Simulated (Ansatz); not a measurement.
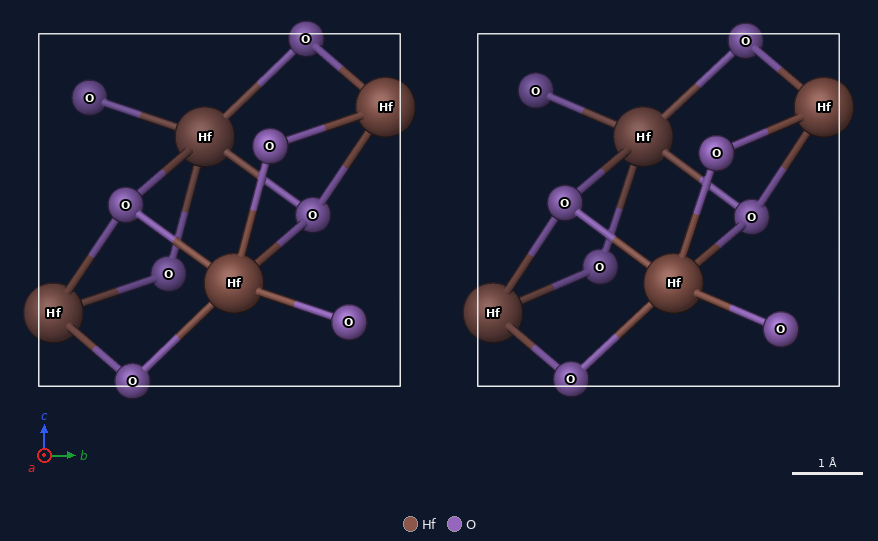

Two geometries of solid HfO2 (a generated structure, set up in P2_1/c), drawn at one scale. One is the start of a relaxation, the other its converged end. A ball-and-stick model of the cell of the calculation, seen along the a axis.

All numbers below come from Ansatz 0.2.0, DFT, PBE, plane-wave PAW, default files, scalar-relativistic. Set-up: plane-wave cutoff 420 eV; k-point mesh 6 × 6 × 6; occupations fermi dirac; smearing width 0.02 eV; no spin polarisation; atoms relaxed in a fixed cell; force threshold 0.02 eV/Å; at most 60 steps.

### Which of the two is the end point?

The left one is the relaxed one. The largest moves, 0.16 Å, are those of O atoms. Largest moves by element: O 0.16 Å, Hf 0.01 Å. The cell stays as it was. Among the contacts that change: Hf–O 2.096 → 2.142 Å, Hf–O 2.158 → 2.185 Å, Hf–O 2.038 → 2.061 Å, Hf–O 2.211 → 2.192 Å. Among the angles between lasting bonds that change: Hf–O–Hf 108.3° → 106.3°. The space group stays P2_1/c (No. 14). The energy falls by 6.4 meV per atom in 4 accepted moves (5 points after the start). Largest force component: 0.31 eV/Å at the start, 0.015 eV/Å at the end. 1 step only repeated the SCF at the same geometry.
